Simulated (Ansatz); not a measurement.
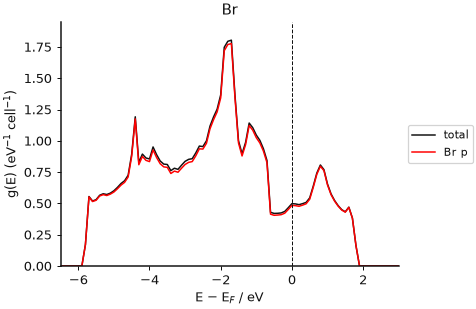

Density of states. Energies are counted from the Fermi level. The partial curves are projected on Löwdin-orthogonalised atomic shells.

The material is Br, space group I4/mmm (No. 139), 1 atom in the primitive cell; a = 2.847 Å, c = 7.155 Å (tetragonal axes).

Level of theory: rPW86-PBE+rVV10, Ansatz PAW, no spin polarisation, no spin-orbit coupling, 13×13×13 k mesh in the self-consistent step, 420 eV cutoff, Fermi-Dirac smearing of 0.1 eV; code Ansatz 0.2.0.

Metal or insulator, and how many states lie at the Fermi level?

It is a metal. The density of states at the Fermi level is about 0.48 per eV and cell (mean within 0.25 eV).

Where is the tallest peak in the window, and which states make it?

The tallest peak in the window is at −1.7 eV; by projected weight it is Br p almost alone.

What carries the states at the Fermi level?

By projected weight, the states within 0.3 eV of the Fermi level are Br p almost alone.

The density of states comes from the program's own step for it, whose mesh and broadening can differ from those of the self-consistent step. An odd number of electrons without spin polarisation forces a metal. The PAW data sets were made with another functional.
